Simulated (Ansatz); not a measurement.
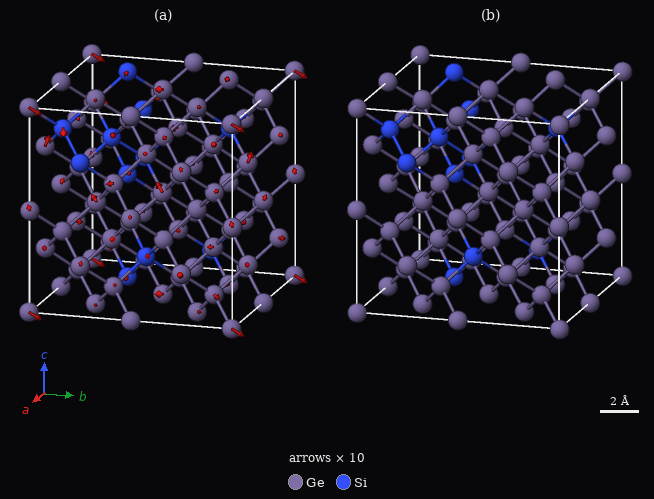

The structure of solid Ge₅₅Si₉ (a generated structure, set up in P1) before (left) and after (right) a relaxation, at one scale. The red arrows give the displacements, magnified 10 times.

Style: ball-and-stick. Shown: the cell of the calculation, slightly off an axis.

These are results of DFT, PBEsol, PAW, plane waves in Ansatz, not measurements. (plane-wave cutoff 420 eV; k-point mesh 1 × 1 × 1; mesh shifted by (0.25, 0.25, 0.25); no spin polarisation; cell relaxed at fixed shape; force threshold 0.03 eV/Å; at most 80 steps)

**What changed between the two?**

The largest move relative to the cell is that of a Ge atom, 0.10 Å along [1 3 0]. By element the largest moves are Ge 0.10 Å, Si 0.09 Å. Cell: a = b = c 11.283 → 11.269 Å (−0.1 %). Volume −0.4 %. Some distances before and after: Ge–Si 2.511 → 2.408 Å, Si–Si 2.462 → 2.370 Å, Ge–Ge 2.380 → 2.460 Å, Ge–Si 2.479 → 2.407 Å. Among the angles between lasting bonds that change: Ge–Si–Ge 112.9° → 107.8°, Ge–Ge–Si 113.6° → 108.9°, Ge–Ge–Ge 111.3° → 107.7°. The space group stays P1 (No. 1). After 4 geometry steps the energy has fallen by 10.4 meV per atom. The largest force component goes from 1.2 to 0.0079 eV/Å. The pressure goes from −0.16 to 0.00 GPa.
